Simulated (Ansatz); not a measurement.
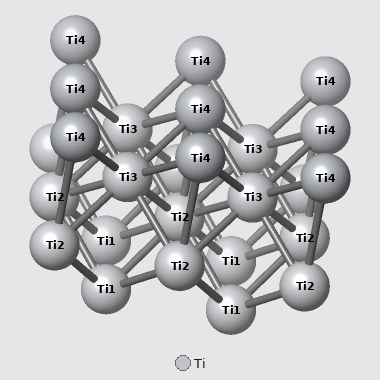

The system is C on a Ti(100) slab cut from the Im-3m phase, its upper half relaxed before the scan (4 atoms of substrate and one adsorbate in a 1 × 1 cell); the picture shows it without the atoms that are moved over the map. 
- C is moved over the surface cell; relaxed at each place: the height of the adsorbate's atoms; substrate rigid; the origin of the map has the adsorbate above Ti4.
- Places are given modulo a cell vector. The map is drawn in real space over the plane of the surface.
- Grid: 8 × 8 points; 15 points were computed and 49 follow by symmetry.
- Energies are in eV, from the lowest grid point.
- With one adsorbate in each 1 × 1 cell, its nearest image is 3.2 Å away, so neighbouring adsorbates interact.
- Method: DFT PBEsol, scalar-relativistic, plane waves, PAW in Ansatz. Settings: cutoff 420 eV, k-mesh 8×8×1, gaussian smearing 0.1 eV, no spin polarisation.

Range: position of C5 along the first surface vector from 0.000 to 0.875; position of C5 along the second surface vector from 0.000 to 0.875.

Question: Predict the map.

Answer: The lowest grid point is at (3/8, 4/8) of the cell vectors [nearest 1 Ti at 1.92 Å]. The highest grid point, the top site over a surface Ti atom, (0/8, 0/8) of the cell vectors, lies 5.56 eV above the lowest. At the lowest point the adsorbate has 1 Ti at 1.92 Å as nearest neighbours, at the highest 1 Ti at 1.89 Å. Its relaxed height above the top atom is 0.39 Å at the lowest and 1.89 Å at the highest point.

```
second ↓, first →   0/8   1/8   2/8   3/8   4/8   5/8   6/8   7/8
              7/8  5.37  5.17  4.54  3.38  2.16  3.38  4.54  5.17
              6/8  4.77  4.54  3.79  2.32  0.74  2.32  3.79  4.54
              5/8  3.70  3.38  2.32  0.53  0.00  0.53  2.32  3.38
              4/8  2.59  2.16  0.74  0.00  0.03  0.00  0.74  2.16
              3/8  3.70  3.38  2.32  0.53  0.00  0.53  2.32  3.38
              2/8  4.77  4.54  3.79  2.32  0.74  2.32  3.79  4.54
              1/8  5.37  5.17  4.54  3.38  2.16  3.38  4.54  5.17
              0/8  5.56  5.37  4.77  3.70  2.59  3.70  4.77  5.37
```

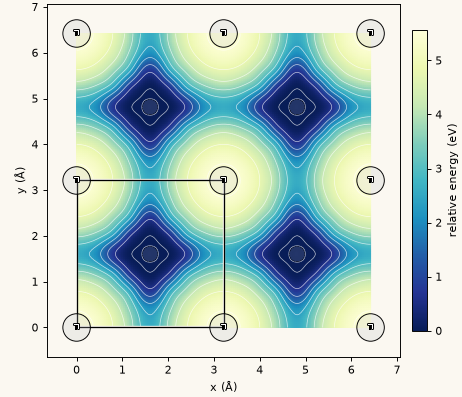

The picture shows a smooth colour map with a few white contour lines, labelled circles for the atoms of the top layer and small ones for the second layer, the outline of one cell of the 2 × 2 shown. Between grid points the surface is interpolated.

Time for the 15 points that were run: 5.8 min on 1 thread of AMD EPYC 9R45 96-Core Processor (Zen 5), on a shared host.
